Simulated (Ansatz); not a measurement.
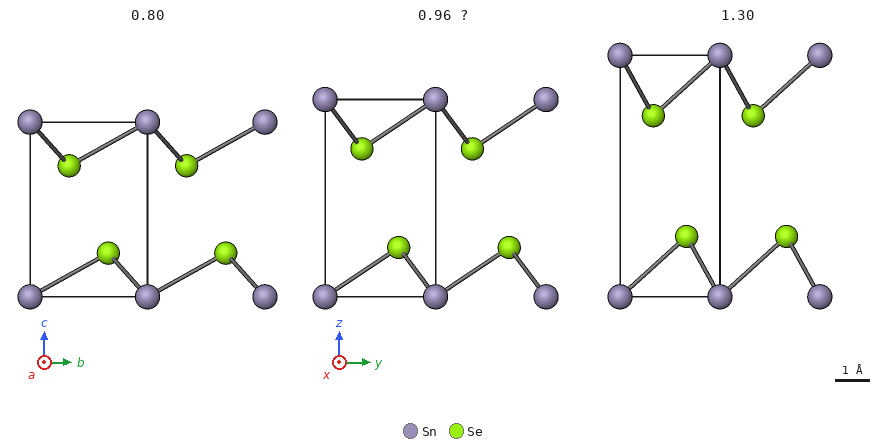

A scan of a crystal of SnSe2 (P-3m1): the ratio of the cell's length along z to its lengths across, counted as 1 for the reference, is changed at fixed volume (a c/a path), with the atoms kept at their fractional coordinates. x, y and z are the Cartesian axes of the input. A ball-and-stick model of the cell of the calculation, repeated 2 × 2 × 1 with one cell outlined, seen along the a axis.

Method: Ansatz 0.2.0, DFT PBEsol+D3(BJ), scalar-relativistic, plane waves, PAW. Set-up: plane-wave cutoff 420 eV; k-point mesh 12 × 12 × 6; occupations gaussian; smearing width 0.05 eV; no spin polarisation. Energies (free energies at the smearing named) are counted from the cell as listed in its source, which wasn't relaxed.

| axial ratio over its reference value | ΔE (meV/atom) |
| --- | --- |
| 0.80 | 123.2 |
| 0.85 | 81.5 |
| 0.92 | 31.5 |
| 0.96 | ? |
| 1.00 | 0.0 |
| 1.05 | −1.0 |
| 1.10 | 14.3 |
| 1.20 | 94.8 |
| 1.30 | 228.8 |

Estimate the missing energy from the other rows, and compare with the calculation.

Answer. A straight line between the two neighbours gives 15.8 meV/atom. A cubic through the four nearest rows (0.85, 0.92, 1.00, 1.05) gives, with Lagrange weights, (−0.0686)(81.5) + (0.5440)(31.5) + (0.6600)(0.0) + (−0.1354)(−1.0) = 11.7 meV/atom. The calculation gives 11.6 meV/atom, so the cubic is 0.1 meV/atom too high and the straight line 4.2 meV/atom too high, as the curve bends upwards here.

The whole profile:

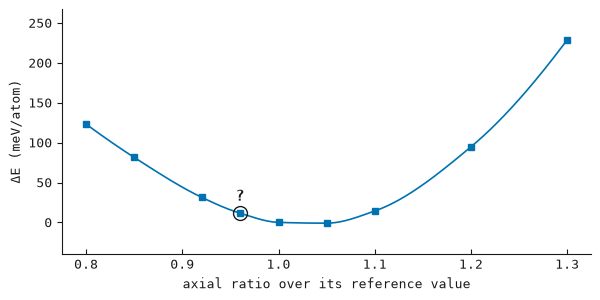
